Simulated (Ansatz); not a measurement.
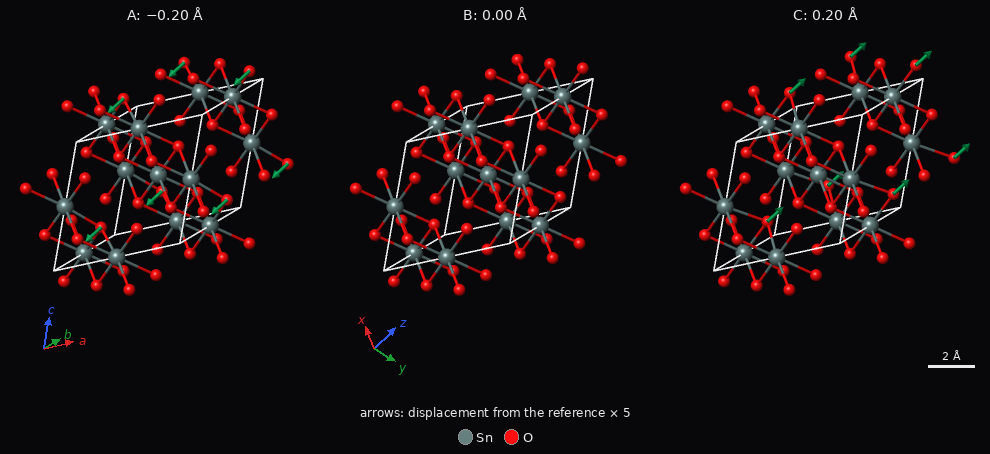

A scan of crystalline SnO₂ (R-3m): an O atom (one in each cell of 12 atoms) is moved along Cartesian [0 0 1], all else fixed. A ball-and-stick model of the cell of the calculation, seen slightly off an axis. Green arrows: displacements from the reference.

Level of theory: Ansatz, DFT r2SCAN, scalar-relativistic, plane waves, PAW. Settings: plane-wave cutoff 500 eV; k-point mesh 6 × 6 × 6; occupations gaussian; smearing width 0.05 eV; no spin polarisation. Energies (free energies at the smearing named) are counted from the relaxed crystal.

> Order these geometries by energy, lowest first.

Lowest first: B (the displacement 0.00 Å, 0.0 meV/cell), C (the displacement 0.20 Å, 229.7 meV/cell), A (the displacement −0.20 Å, 243.4 meV/cell). Over the whole scan: the lowest computed point lies at the displacement 0.00 Å (0.0 meV/cell). The curvature at zero is about 12 eV/Å². The well is nearly symmetric. At the highest point the shortest interatomic distance is 2.01 Å, against 2.09 Å in the reference. The distortion takes the space group from R-3m to R3m.
